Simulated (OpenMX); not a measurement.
# A series of single points on SnO

System: SnO (4 atoms in the cell).
Method: Kohn-Sham DFT of a periodic cell, LDA, OpenMX 2013 LDA set, no spin polarisation (OpenMX 3.8.5).

The 7 runs differ only in the geometry, by an even scaling of the cell at fixed fractional positions. The structure derives from a Materials Project entry.

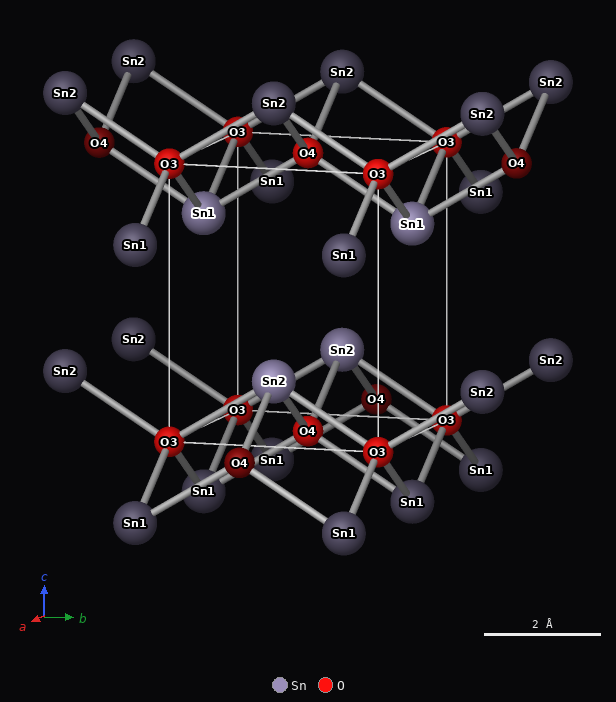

Figure 1. The structure of run 4 (ball-and-stick view of the cell of the calculation, seen slightly off an axis; neighbours outside the cell are drawn fainter; atoms are numbered from 1 in the order of the input). An atom can appear more than once, as a periodic image.

## Input of run 4
```
System.CurrrentDirectory             ./
System.Name                          SnO
DATA.PATH                            ./DFT_DATA13
level.of.stdout                      1
level.of.fileout                     0
Species.Number                       2
<Definition.of.Atomic.Species
  Sn  Sn7.0-s3p2d2           Sn_CA13
  O   O6.0-s2p2d1            O_CA13
Definition.of.Atomic.Species>

Atoms.Number                         4
Atoms.SpeciesAndCoordinates.Unit     FRAC
<Atoms.SpeciesAndCoordinates
    1  Sn    0.5000000000    0.0000000000    0.7646261400   7.000  7.000
    2  Sn    0.0000000000    0.5000000000    0.2353738600   7.000  7.000
    3  O     0.0000000000    0.0000000000    0.0000000000   3.000  3.000
    4  O     0.5000000000    0.5000000000    0.0000000000   3.000  3.000
Atoms.SpeciesAndCoordinates>

Atoms.UnitVectors.Unit               Ang
<Atoms.UnitVectors
     3.8136952200    0.0000000000    0.0000000000
     0.0000000000    3.8136952200    0.0000000000
     0.0000000000    0.0000000000    4.8869133000
Atoms.UnitVectors>

scf.XcType                           LDA
scf.SpinPolarization                 off
scf.ElectronicTemperature            580.226
scf.energycutoff                     500.0
scf.maxIter                          100
scf.EigenvalueSolver                 band
scf.Kgrid                            7 7 7
scf.Mixing.Type                      rmm-diisk
scf.Init.Mixing.Weight               0.05
scf.Min.Mixing.Weight                0.001
scf.Max.Mixing.Weight                0.3
scf.Mixing.History                   25
scf.Mixing.StartPulay                8
scf.criterion                        1.0e-8
scf.stress.tensor                    on
MD.Type                              nomd
Band.dispersion                      on
Band.Nkpath                          9
<Band.kpath
    9   0.000000  0.000000  0.000000    0.000000  0.500000  0.000000  G X
    9   0.000000  0.500000  0.000000    0.500000  0.500000  0.000000  X M
   12   0.500000  0.500000  0.000000    0.000000  0.000000  0.000000  M G
    7   0.000000  0.000000  0.000000    0.000000  0.000000  0.500000  G Z
    9   0.000000  0.000000  0.500000    0.000000  0.500000  0.500000  Z R
    9   0.000000  0.500000  0.500000    0.500000  0.500000  0.500000  R A
   12   0.500000  0.500000  0.500000    0.000000  0.000000  0.500000  A Z
    7   0.000000  0.500000  0.000000    0.000000  0.500000  0.500000  X R
    7   0.500000  0.500000  0.000000    0.500000  0.500000  0.500000  M A
Band.kpath>
```

Command:
```bash
openmx SnO.dat -nt 1 > SnO.std
```

Lattice vectors (Å) and fractional positions of run 4:
```
   3.813695    0.000000    0.000000
   0.000000    3.813695    0.000000
   0.000000    0.000000    4.886913
Sn  0.500000  0.000000  0.764626
Sn  0.000000  0.500000  0.235374
O   0.000000  0.000000  0.000000
O   0.500000  0.500000  0.000000
```

Run 2 has the same physical settings and fractional positions; its lattice vectors (Å) are:
```
   3.762152    0.000000    0.000000
   0.000000    3.762152    0.000000
   0.000000    0.000000    4.820866
```

## Results, with one run withheld

```tsv
run	volume per atom (Å³)	free energy per atom, from the lowest run given (meV)	gap on the mesh (eV)
1	16.703	31.56	0.15
2	17.058	?	?
3	17.414	5.32	0.30
4	17.769	0.28	0.37
5	18.125	0.00	0.44
6	18.480	3.90	0.50
7	18.835	11.42	0.56
```

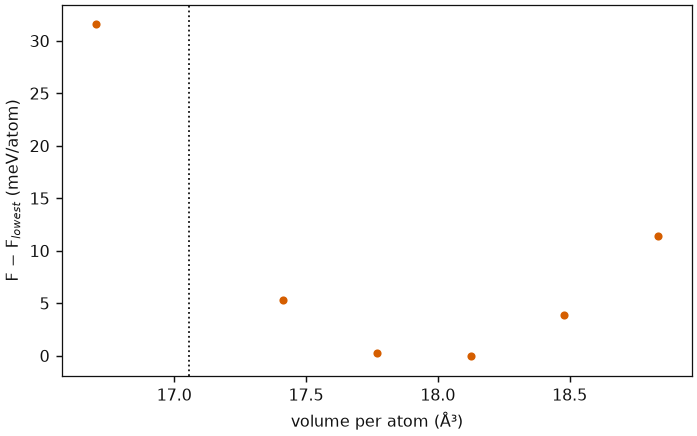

Figure 2. Free energy per atom of the runs given; the dotted line marks run 2.

What should run 2 give?

A cubic polynomial in V^(−2/3) (the Birch–Murnaghan form), fitted to the 6 runs given, misses them by at most 0.04 meV per atom. With x = V^(−2/3) − 0.14633 Å⁻², it reads F = −0.20382 + 679.9 x + 5.9452e+05 x² + 1.4617e+06 x³ (meV per atom). At run 2 it gives 15.51 meV per atom, and the run itself gives 15.59. The fit has its minimum at 17.970 Å³ per atom, where V d²F/dV² gives 99.7 GPa. Cell shape and fractional positions are held, so this is the stiffness under even scaling; the relaxed bulk modulus wasn't computed and can be far lower in a crystal of layers, chains or molecules like this one. The gap on the mesh goes, without turning, from 0.15 eV in run 1 to 0.56 eV in run 7; run 2 has 0.23 eV. These are gaps of this functional on this mesh, which can miss the band edges; they aren't the measured gap.

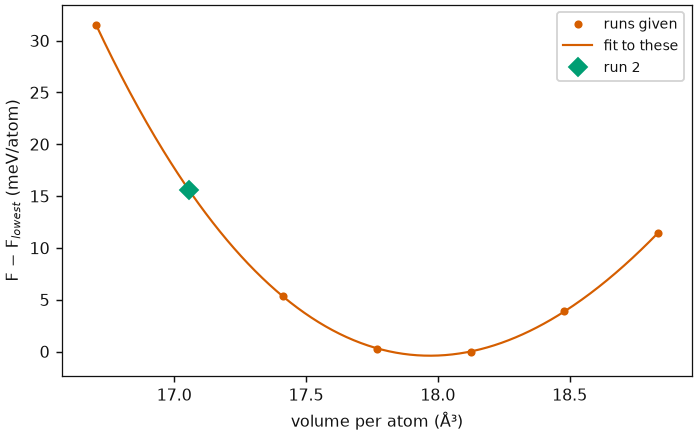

Figure 3. The fit and the withheld run.

## Some lines of the output (run 2)
```
[...]
  Cell_Volume =    460.462576769660 (Bohr^3)
        Total energy (Hartree) at MD = 1
   kloop=0
   kloop=1
   kloop=171
```

Notes: Points of doubt noted for this run: few d functions beyond semicore. With a small basis of atomic orbitals these values can differ much from converged plane-wave results.
